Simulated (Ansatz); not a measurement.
## Ti3Al: geometry relaxation (part 2 of 2)

The same run, continued: Ti3Al (P6₃/mmc, 8 atoms in the cell); DFT PBE, scalar-relativistic, plane waves, PAW, no spin polarisation (Ansatz 0.2.0); cutoff 420 eV, 6×6×8 k-mesh, Gaussian smearing of 0.1 eV. The structure derives from an entry of the Crystallography Open Database.

Geometry of the input (Å; fractional positions):
```
5.7640  0.0000  0.0000
-2.8820  4.9918  0.0000
0.0000  0.0000  4.6640
Ti 0.8333  0.1667  0.2500
Ti 0.6666  0.8333  0.7500
Ti 0.8333  0.6666  0.2500
Ti 0.1667  0.8333  0.7500
Ti 0.3334  0.1667  0.2500
Ti 0.1667  0.3334  0.7500
Al 0.3333  0.6667  0.2500
Al 0.6667  0.3333  0.7500
```

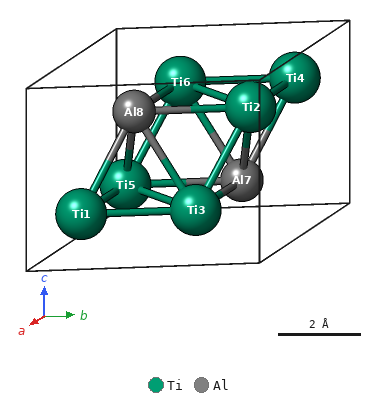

**Figure 1.** The geometry at step 3 of the log (ball-and-stick view of the cell of the calculation, seen slightly off an axis; atoms are numbered from 1 in the order of the input).

Log, continued:
```
SCF iter   1: F=—  HF=-16075.262150 eV  |F-HF|=—  |Δ(HF+E_count)|=         —  Δρ=5.07e-6  dr2=6.97e-9  ethr=9.63e-7  ⟨swp⟩=3.1  Hψ=10265  notcnv=0
eigensolver tolerance schedule: the retry pair's looser diagonalisation over-reported the residual by 107775.66 of it (diagonalisation noise at an unbounded share of the residual, at the tolerance the schedule requests for it); recorded, not acted on — ethr = c·dr2/N_el stays at c = 1.0e-1
preconditioner: auto → Kerker (q_TF=auto, 2.495 Å⁻¹)  [metal: Δε(μ)=0.022 eV  Ē_g=2.958 eV  σ=0.100 eV  W_gap=0.12  n_scr=26 (ndim 8)  ℏωp=17.6 eV  f_vac=0.000  D(μ)=4.53/eV (n_scr^D=26)]
SCF iter   2: F=—  HF=-16075.262225 eV  |F-HF|=—  |Δ(HF+E_count)|=   7.46e-5  Δρ=2.58e-6  dr2=1.66e-9  ethr=8.93e-12  ⟨swp⟩=3.5  Hψ=3715  notcnv=0
SCF iter   3: F=—  HF=-16075.262225 eV  |F-HF|=—  |Δ(HF+E_count)|=   1.89e-9  Δρ=1.25e-6  dr2=4.62e-10  ethr=2.13e-12  ⟨swp⟩=2.0  Hψ=2175  notcnv=0
iter 4 did not close the SCF: its close was put off for the readings that it lacked (scf_convergence_deferred on its scf_iter line)
SCF iter   4: F=-16075.262225 eV  HF=-16075.262225 eV  |F-HF|=1.82e-12  |Δ(HF+E_count)|=  5.75e-10  Δρ=1.45e-7  dr2=2.00e-11  ethr=1.00e-12  ⟨swp⟩=2.0  Hψ=2173  notcnv=0
iter 5 did not close the SCF: its close was put off for the readings that it lacked (scf_convergence_deferred on its scf_iter line)
SCF iter   5: F=-16075.262225 eV  HF=-16075.262225 eV  |F-HF|=7.28e-12  |Δ(HF+E_count)|=  3.64e-12  Δρ=6.25e-8  dr2=5.04e-12  ethr=1.00e-12  ⟨swp⟩=1.0  Hψ=1645  notcnv=0
iter 6 did not close the SCF: its close was put off for the readings that it lacked (scf_convergence_deferred on its scf_iter line)
SCF iter   6: F=-16075.262225 eV  HF=-16075.262225 eV  |F-HF|=3.64e-12  |Δ(HF+E_count)|=  3.64e-12  Δρ=2.29e-8  dr2=5.71e-13  ethr=1.00e-12  ⟨swp⟩=1.0  Hψ=1645  notcnv=0
iter 7 did not close the SCF: its close was put off for the readings that it lacked (scf_convergence_deferred on its scf_iter line)
SCF iter   7: F=-16075.262225 eV  HF=-16075.262225 eV  |F-HF|=7.28e-12  |Δ(HF+E_count)|=  1.82e-12  Δρ=1.02e-8  dr2=1.06e-13  ethr=1.00e-12  ⟨swp⟩=1.0  Hψ=1645  notcnv=0
SCF iter   8: F=-16075.262225 eV  HF=-16075.262225 eV  |F-HF|=1.82e-12  |Δ(HF+E_count)|=  1.82e-12  Δρ=4.49e-9  dr2=1.95e-14  ethr=1.00e-12  ⟨swp⟩=1.4  Hψ=3545  notcnv=0
SCF 5 converged in 8 iterations: F = -16075.262225 eV  dr2 = 1.95e-14
relax step   5: F+E_penalty+E_count = -16075.26222484 eV  Δ(F+E_penalty+E_count) = +1.119e-4 eV  max|allowed force component| = 1.070e-3 eV/Å  Δτ_max = 0.0000 Å  P = +0.024 GPa  Ω = 133.509 Å³  stress off target by 2.45e-2 GPa  SCF on the basis re-selected at this cell (its energy is not comparable with the rows above)  (8 SCF iters)
basis re-selected at this cell: Δ(F+E_penalty+E_count) = +1.119e-4 eV, ΔP = -0.001 GPa vs the last step (what re-selecting the basis moved, of the pressure what is left beyond the Pulay correction that the steps carried, after the strain that the cell walked since its last selection, with what the two solves' SCF thresholds leave and, on support functions, any second-order correction that the steps lacked; it is no measure of the basis error at this ecutwfc). This SCF's stress stands 2.45e-2 GPa from its target on what of the cell is left free (relax.cell.stress_tol is 5.00e-2 GPa) and its largest allowed force component is 1.07e-3 eV/Å (relax.f_tol is 5.00e-3 eV/Å): within both
SCF converged after 8 iterations
Free energy (F): -16075.262225 eV
Harris-Foulkes:  -16075.262225 eV  (|F-HF|=1.82e-12)
Internal energy: -16075.239582 eV  (E = F + TS)
E sigma→0 (E₀):  -16075.250903 eV
Entropy (-TS):   -0.022643 eV (-2.830 meV/atom)
Fermi energy:    12.125487 eV
--- Per-component energies (eV) ---
  E_band       = -972.859222
  E_kinetic    = 1683.002054
  E_local      = -5614.402958  (includes V_loc(G=0)·N_el)
  E_nonlocal   = 70.764123
  E_hartree    = 2356.793096
  E_xc         = -665.744356
  E_vxc        = -791.490250  (∫ρ·V_xc dr)
  E_paw        = -7221.616060  (= ΣΔE_a)
  E_vpaw       = -1034.319057  (= ΣTr[D̂ρ^β])
  E_aug_tail   = 0.000673  (compensation charges beyond the density's cutoff)
  E_ewald      = -6684.036153
  E_smearing   = -0.022643  (= −TS)
  E_closure    = 0.000000  (closes the sum)
  Σ components = -16075.262225   (vs F -16075.262225, Δ=0.00e0)
--- Forces (eV/Å), atoms counted from 1 ---
  atom   1  Ti    -0.00092630     0.00053480     0.00000000
  atom   2  Ti    -0.00092630    -0.00053480    -0.00000000
  atom   3  Ti     0.00000000    -0.00106959    -0.00000000
  atom   4  Ti     0.00092630    -0.00053480     0.00000000
  atom   5  Ti     0.00092630     0.00053480     0.00000000
  atom   6  Ti    -0.00000000     0.00106959     0.00000000
  atom   7  Al    -0.00000000     0.00000000    -0.00000000
  atom   8  Al     0.00000000     0.00000000     0.00000000
  max |Σ_I F_I| component: 1.15e-17 eV/Å
--- Stress (GPa, compression-positive) ---
        0.024453       0.000000       0.000000
        0.000000       0.024453       0.000000
        0.000000       0.000000       0.023324
  P = ⅓ Tr σ = 0.0241 GPa (0.241 kbar)
--- Band table (eV; the first three rows and the last of 35) ---
  k-point 0: bands = ["-44.4462", "-44.3529", "-44.3515", "-44.3515", "-44.3067", "-44.3067", "-20.9535", "-20.9446", "-20.8198", "-20.8057", "-20.8057", "-20.7596", "-20.7596", "-20.7538", "-20.7538", "-20.6123", "-20.5308", "-20.5308", "-20.4695", "-20.4417", "-20.3712", "-20.3712", "-20.3691", "-20.3691", "4.5062", "7.2481", "9.7664", "9.9593", "9.9905", "9.9905", "10.1406", "10.1406", "10.3003", "10.9181", "10.9181", "11.2319", "11.2319", "11.6519", "11.8374", "12.1323", "12.8714", "12.8714", "12.8890", "13.0805", "13.0805", "14.1308", "14.1308"]
  k-point 1: bands = ["-44.4427", "-44.3565", "-44.3498", "-44.3498", "-44.3084", "-44.3084", "-20.9478", "-20.9430", "-20.8440", "-20.8440", "-20.8123", "-20.7716", "-20.7716", "-20.7099", "-20.7099", "-20.6059", "-20.5234", "-20.5234", "-20.4853", "-20.4483", "-20.3713", "-20.3713", "-20.3698", "-20.3698", "4.6212", "7.1836", "9.7835", "9.8468", "10.0641", "10.0641", "10.1337", "10.1432", "10.1432", "10.9809", "10.9809", "11.2075", "11.2075", "11.6454", "11.8595", "12.3547", "12.9374", "12.9374", "12.9732", "13.0059", "13.0059", "14.1223", "14.1327"]
  k-point 2: bands = ["-44.4327", "-44.3667", "-44.3449", "-44.3449", "-44.3133", "-44.3133", "-20.9389", "-20.9365", "-20.8804", "-20.8804", "-20.8120", "-20.8120", "-20.7860", "-20.6413", "-20.6413", "-20.5876", "-20.5298", "-20.5119", "-20.5119", "-20.4670", "-20.3721", "-20.3721", "-20.3715", "-20.3715", "4.9540", "6.9879", "9.4174", "9.4571", "10.1622", "10.1622", "10.2337", "10.2337", "10.4280", "11.1534", "11.1534", "11.1873", "11.1873", "11.6839", "11.9037", "12.7044", "12.8251", "12.8251", "13.0335", "13.0335", "13.2205", "13.8144", "14.0663"]
  k-point 34: bands = ["-44.3722", "-44.3722", "-44.3569", "-44.3569", "-44.3291", "-44.3291", "-20.8694", "-20.8694", "-20.8211", "-20.8211", "-20.7713", "-20.7713", "-20.6581", "-20.6581", "-20.6552", "-20.6552", "-20.5643", "-20.5643", "-20.5042", "-20.5042", "-20.4757", "-20.4757", "-20.4057", "-20.4057", "6.9379", "6.9379", "8.4314", "8.4314", "9.2458", "9.2458", "10.6668", "10.6668", "11.0748", "11.0748", "11.7189", "11.7189", "11.8361", "11.8361", "12.0474", "12.0474", "12.7195", "12.7195", "13.0189", "13.0189", "13.0761", "13.0761", "13.6437"]
--- Relaxed structure (4 steps of the walk, 4 accepted, 1 SCFs on fresh bases) ---
  F+E_penalty+E_count = -16075.26222484 eV   max|allowed force component| = 1.070e-3 eV/Å   (the final SCF, on the basis selected at the relaxed cell)
  cell:  # Å, volume = 133.5093 Å³
    - [5.7553384443004765, 2.8824460141581054e-11, -5.420742228940399e-35]
    - [-2.8776692221752005, 4.984269300127011, 8.969705084708129e-35]
    - [-4.3862495780486716e-35, 5.848332770731561e-35, 4.654138063961773]
  atoms:
    - { symbol: Ti, position: [0.8302113747443054, 0.16978862525569458, 0.25] }
    - { symbol: Ti, position: [0.6604227494886107, 0.8302113747443054, 0.75] }
    - { symbol: Ti, position: [0.8302113747443054, 0.6604227494886108, 0.25] }
    - { symbol: Ti, position: [0.16978862525569452, 0.8302113747443053, 0.75] }
    - { symbol: Ti, position: [0.3395772505113892, 0.1697886252556946, 0.25] }
    - { symbol: Ti, position: [0.16978862525569463, 0.3395772505113892, 0.75] }
    - { symbol: Al, position: [0.3333333333333333, 0.6666666666666667, 0.25] }
    - { symbol: Al, position: [0.6666666666666667, 0.3333333333333333, 0.75] }
```

Trajectory as extended XYZ (Å, eV, eV/Å), 5 frames, from step=1 to step=5:
```
8
Lattice="5.7640 0.0000 0.0000 -2.8820 4.9918 0.0000 0.0000 0.0000 4.6640" Properties=species:S:1:pos:R:3:forces:R:3 step=1 energy=-16075.22784 pressure_GPa=-0.43
Ti    4.3227    0.8321    1.1660   -0.3081   0.1779   0.0000
Ti    1.4407    4.1596    3.4980   -0.3081  -0.1779   0.0000
Ti    2.8820    3.3275    1.1660    0.0000  -0.3557   0.0000
Ti   -1.4407    4.1596    3.4980    0.3081  -0.1779   0.0000
Ti    1.4413    0.8321    1.1660    0.3081   0.1779   0.0000
Ti    0.0000    1.6643    3.4980    0.0000   0.3557   0.0000
Al    0.0000    3.3278    1.1660    0.0000   0.0000   0.0000
Al    2.8820    1.6639    3.4980    0.0000   0.0000   0.0000
8
Lattice="5.7537 0.0000 0.0000 -2.8769 4.9829 0.0000 0.0000 0.0000 4.6439" Properties=species:S:1:pos:R:3:forces:R:3 step=2 energy=-16075.23993 pressure_GPa=0.41
Ti    4.2671    0.8583    1.1610    0.2585  -0.1492   0.0000
Ti    1.3902    4.1246    3.4829    0.2585   0.1492   0.0000
Ti    2.8769    3.2663    1.1610    0.0000   0.2985   0.0000
Ti   -1.3902    4.1246    3.4829   -0.2585   0.1492   0.0000
Ti    1.4866    0.8583    1.1610   -0.2585  -0.1492   0.0000
Ti    0.0000    1.7166    3.4829    0.0000  -0.2985   0.0000
Al    0.0000    3.3219    1.1610    0.0000   0.0000   0.0000
Al    2.8769    1.6610    3.4829    0.0000   0.0000   0.0000
8
Lattice="5.7577 0.0000 0.0000 -2.8788 4.9863 0.0000 0.0000 0.0000 4.6556" Properties=species:S:1:pos:R:3:forces:R:3 step=3 energy=-16075.26225 pressure_GPa=-0.10
Ti    4.2919    0.8463    1.1639   -0.0075   0.0043   0.0000
Ti    1.4130    4.1400    3.4917   -0.0075  -0.0043   0.0000
Ti    2.8788    3.2937    1.1639    0.0000  -0.0086   0.0000
Ti   -1.4130    4.1400    3.4917    0.0075  -0.0043   0.0000
Ti    1.4658    0.8463    1.1639    0.0075   0.0043   0.0000
Ti    0.0000    1.6926    3.4917    0.0000   0.0086   0.0000
Al    0.0000    3.3242    1.1639    0.0000   0.0000   0.0000
Al    2.8788    1.6621    3.4917    0.0000   0.0000   0.0000
8
Lattice="5.7553 0.0000 0.0000 -2.8777 4.9843 0.0000 0.0000 0.0000 4.6541" Properties=species:S:1:pos:R:3:forces:R:3 step=4 energy=-16075.26234 pressure_GPa=0.02
Ti    4.2896    0.8463    1.1635   -0.0009   0.0005   0.0000
Ti    1.4119    4.1380    3.4906   -0.0009  -0.0005   0.0000
Ti    2.8777    3.2917    1.1635    0.0000  -0.0011   0.0000
Ti   -1.4119    4.1380    3.4906    0.0009  -0.0005   0.0000
Ti    1.4658    0.8463    1.1635    0.0009   0.0005   0.0000
Ti    0.0000    1.6925    3.4906    0.0000   0.0011   0.0000
Al    0.0000    3.3228    1.1635    0.0000   0.0000   0.0000
Al    2.8777    1.6614    3.4906    0.0000   0.0000   0.0000
8
Lattice="5.7553 0.0000 0.0000 -2.8777 4.9843 0.0000 0.0000 0.0000 4.6541" Properties=species:S:1:pos:R:3:forces:R:3 step=5 energy=-16075.26223 pressure_GPa=0.02
Ti    4.2896    0.8463    1.1635   -0.0009   0.0005   0.0000
Ti    1.4119    4.1380    3.4906   -0.0009  -0.0005   0.0000
Ti    2.8777    3.2917    1.1635    0.0000  -0.0011   0.0000
Ti   -1.4119    4.1380    3.4906    0.0009  -0.0005   0.0000
Ti    1.4658    0.8463    1.1635    0.0009   0.0005   0.0000
Ti    0.0000    1.6925    3.4906    0.0000   0.0011   0.0000
Al    0.0000    3.3228    1.1635    0.0000   0.0000   0.0000
Al    2.8777    1.6614    3.4906    0.0000   0.0000   0.0000
```

Summary:

```tsv
quantity	value
outcome	converged
space group (tolerance 0.01 Å)	P6₃/mmc (194)
electrons treated	78
free energy	−16075.2622 eV
Fermi energy	12.125 eV
gap on the k-point mesh	none (metallic)
pressure	0.02 GPa
final volume	133.51 Å³
largest force (length of the vector) at the end	0.001 eV/Å
final cell	a = 5.755 Å, b = 5.755 Å, c = 4.654 Å, α = 90.00°, β = 90.00°, γ = 120.00°
hardware	4 threads of Arm Neoverse V2, 24 GiB of memory available, shared host
wall time	15 s (CPU time 57 s)
peak memory	0.59 GiB
```
